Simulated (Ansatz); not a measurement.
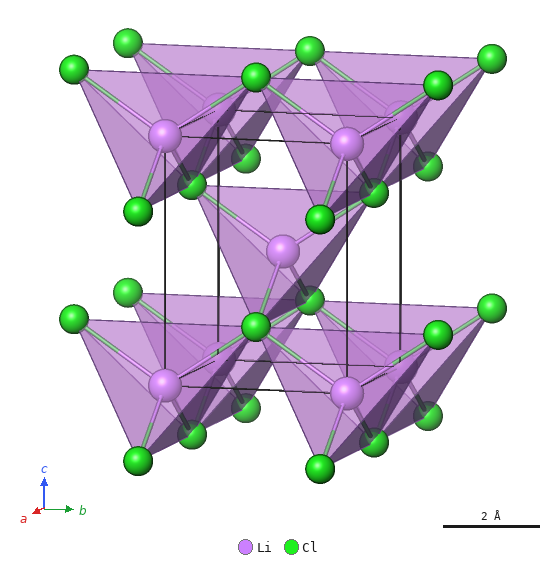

This polyhedral model is shown slightly off an axis. Atoms at the boundary of the conventional unit cell (the box) are drawn once for each face, edge or corner they touch. A few atoms beyond the faces are included.

LiCl, space group I-4m2 (No. 119), a = 3.962 Å, b = 3.962 Å, c = 5.264 Å, α = 90.00°, β = 90.00°, γ = 90.00°. Source of the structure: a structure type filled with these elements by a generator (whether the compound takes this form wasn't checked). The cell was then strained or its atoms displaced on purpose. It went into a calculation with Ansatz.

This one geometry was computed with Ansatz (DFT, plane waves, PAW) at three levels of theory: HSE06, r2SCAN and PBE. It was relaxed with r2SCAN and then strained.

### How does the band gap change with the level of theory?

PBE: a gap of 5.94 eV, direct; r2SCAN: a gap of 6.60 eV, direct; HSE06: a gap of 7.27 eV, direct.

### Collect the results in a table.

| level | cutoff (eV) | k-mesh of the run's cell | gap (eV) | pressure (GPa) |
| --- | --- | --- | --- | --- |
| HSE06 | 420 | 6×6×6 | 7.27 | -0.1 |
| r2SCAN | 500 | 8×8×8 | 6.60 | -0.3 |
| PBE | 420 | 8×8×8 | 5.94 | 0.4 |

Gaps are taken on the k-mesh or band path of each run.
